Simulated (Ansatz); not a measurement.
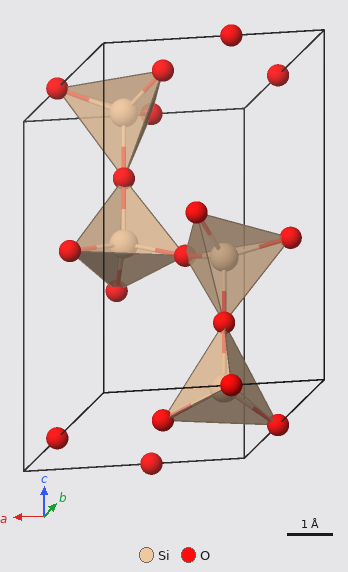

This is the input geometry for a relaxation of solid SiO₂ (set up in P6_322). A polyhedral model of the cell of the calculation, seen from a free direction.

The run lets cell and atoms move.

Method: Ansatz, Kohn-Sham DFT of a periodic cell, PBEsol, Ansatz PAW.

Input file:
```yaml
crystal:
  lattice:
    - [5.0690738885, 0.0, 0.0]
    - [-2.5345369442, 4.3899467611, 0.0]
    - [0.0, 0.0, 8.55848854]
  atoms:
    - { symbol: Si, position: [0.3333333333, 0.6666666667, 0.4371258] }
    - { symbol: Si, position: [0.3333333333, 0.6666666667, 0.0628742] }
    - { symbol: Si, position: [0.6666666667, 0.3333333333, 0.5628742] }
    - { symbol: Si, position: [0.6666666667, 0.3333333333, 0.9371258] }
    - { symbol: O, position: [0.421258745, 0.0, 0.0] }
    - { symbol: O, position: [0.3333333333, 0.6666666667, 0.25] }
    - { symbol: O, position: [0.6666666667, 0.3333333333, 0.75] }
    - { symbol: O, position: [0.0, 0.578741255, 0.5] }
    - { symbol: O, position: [0.578741255, 0.578741255, 0.0] }
    - { symbol: O, position: [0.578741255, 0.0, 0.5] }
    - { symbol: O, position: [0.421258745, 0.421258745, 0.5] }
    - { symbol: O, position: [0.0, 0.421258745, 0.0] }
hamiltonian:
  xc: pbesol
  pseudopotentials: { kind: paw }
kpoints:
  mp_grid: { grid: [6, 6, 3] }
scf:
  occupations: { method: fermi_dirac, width: 0.05 }
output:
  forces: true
  stress: true
  eigenvalues: true
  write_density: true
  write_potential: true
  elf: true
  volumetric_format: npy
relax:
  f_tol: 0.01
  max_steps: 40
  cell: { stress_tol: 0.05 }
```

Command:
```bash
ansatz run input.yaml --threads 4 --pin off --max-ram 11264MiB --backend cpu --events-out ev --progress --plain --runs-dir out
```

Question: Where does the relaxation end?

Answer: Over 4 accepted moves (5 points after the start) the energy falls by 18.3 meV per cell of the calculation. The largest force component goes from 0.14 to 0.0034 eV/Å. Pressure: 2.03 GPa at the start and 0.01 GPa at the end. The SCF was repeated once at an unchanged geometry on a basis and grid sized afresh for the cell, which shifted the energy by 0.9 meV per cell of the calculation at most. The largest moves relative to the cell, 0.036 Å, are those of O atoms. By element the largest moves are O 0.036 Å, Si 0.001 Å. Cell: a = b 5.069 → 5.063 Å (−0.1 %), c 8.558 → 8.593 Å (+0.4 %). Volume +0.2 %. Among the contacts that change: O–Si 1.609 → 1.618 Å. Among the angles between lasting bonds that change: Si–O–Si 151.3° → 148.8°. The space group stays P6_322 (No. 182). The run took 20 s on 4 threads of Arm Neoverse V2, with other jobs on the host, peak memory 0.52 GiB.

History of the run:

| step | E − E(0), meV/atom | largest force component, eV/Å | pressure, GPa | volume, Å³/atom | note |
| --- | --- | --- | --- | --- | --- |
| 0 | 0.00 | 0.1445 | 2.03 | 15.871 |  |
| 1 | -0.61 | 0.0894 | 1.05 | 15.963 |  |
| 2 | -0.67 | 0.0292 | 0.01 | 16.058 |  |
| 3 | -0.85 | 0.0252 | 0.01 | 16.028 |  |
| 4 | -1.45 | 0.0037 | 0.00 | 15.897 |  |
| 5 | -1.53 | 0.0034 | 0.01 | 15.897 | same geometry, new basis |
